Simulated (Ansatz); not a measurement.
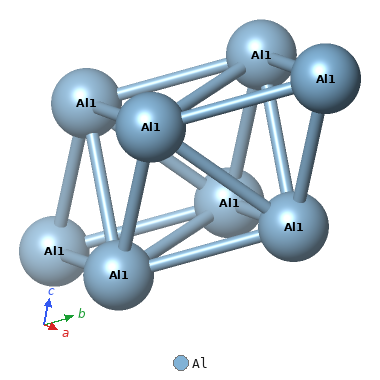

The system is Al (Fm-3m, No. 225; 1 atom in the cell); the picture shows the reference structure. The energy is mapped over two homogeneous strains (x, y and z along the cube axes). The first coordinate is: engineering shear strain xz; the second: normal strain along z. Nothing is relaxed (symmetry fixes all fractional coordinates). The scan uses a 7 × 7 grid; 28 points were computed and 21 follow by symmetry. Points are written as (first, second). Energies are in meV/atom, from the lowest grid point. All numbers below come from DFT PBE+D3(BJ), scalar-relativistic, plane waves, PAW in Ansatz 0.2.0. Settings: cutoff 420 eV, k-mesh 20×20×20, gaussian smearing 0.15 eV, no spin polarisation.

Its coordinates:

```
CELL_PARAMETERS angstrom
0.00000 1.99102 1.99102
1.99102 0.00000 1.99102
1.99102 1.99102 0.00000
ATOMIC_POSITIONS crystal
Al 0.00000 0.00000 0.00000
```

The input of one point:

```yaml
crystal:
  lattice:
    - [0.0, 1.991022079, 1.991022079]
    - [1.991022079, 0.0, 1.991022079]
    - [1.991022079, 1.991022079, 0.0]
  atoms:
    - { symbol: Al, position: [0.0, 0.0, 0.0] }
basis:
  ecutwfc: 420
kpoints:
  mp_grid: { grid: [20, 20, 20] }
hamiltonian:
  xc: pbe
  pseudopotentials: { kind: paw, azcp: { folder: soft_1 } }
  dispersion: d3bj
scf:
  occupations: { method: gaussian, width: 0.15 }
output:
  forces: true
  stress: true
  eigenvalues: true
  write_density: true
  write_potential: true
  elf: true
  volumetric_format: npy
```

Range: engineering shear strain xz from −14.0 to 14.0 %; normal strain along z from −7.00 to 7.00 %.

### What will the energy surface look like?

The lowest grid point is at (0.0 %, 0.00 %). No other kind of well shows on this grid. The highest grid point, (−14.0 %, −7.00 %), lies 114 meV/atom above the lowest. Round the minimum the two coordinates are nearly uncoupled.

| normal strain along z ↓, engineering shear strain xz → | −14.0 | −9.3 | −4.7 | 0.0 | 4.7 | 9.3 | 14.0 |
| --- | --- | --- | --- | --- | --- | --- | --- |
| 7.00 | 50 | 35 | 27 | 26 | 27 | 35 | 50 |
| 4.67 | 42 | 24 | 14 | 12 | 14 | 24 | 42 |
| 2.33 | 40 | 18 | 6 | 3 | 6 | 18 | 40 |
| 0.00 | 45 | 18 | 5 | 0 | 5 | 18 | 45 |
| −2.33 | 58 | 26 | 9 | 3 | 9 | 26 | 58 |
| −4.67 | 80 | 42 | 22 | 15 | 22 | 42 | 80 |
| −7.00 | 114 | 69 | 45 | 37 | 45 | 69 | 114 |

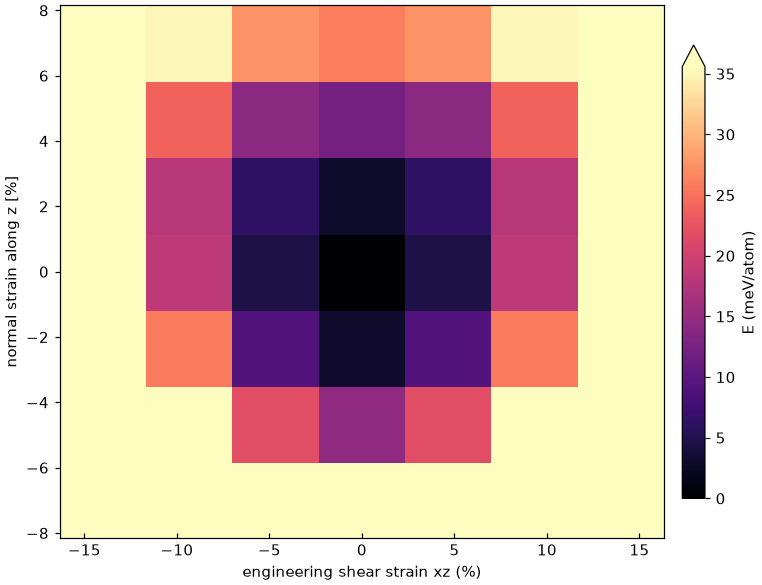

In the figure: one coloured cell a grid point, one colour for all values above the top of the scale.

Time for the 28 points that were run: 11 min on 1 thread of Arm Neoverse N1, with other jobs on the host.
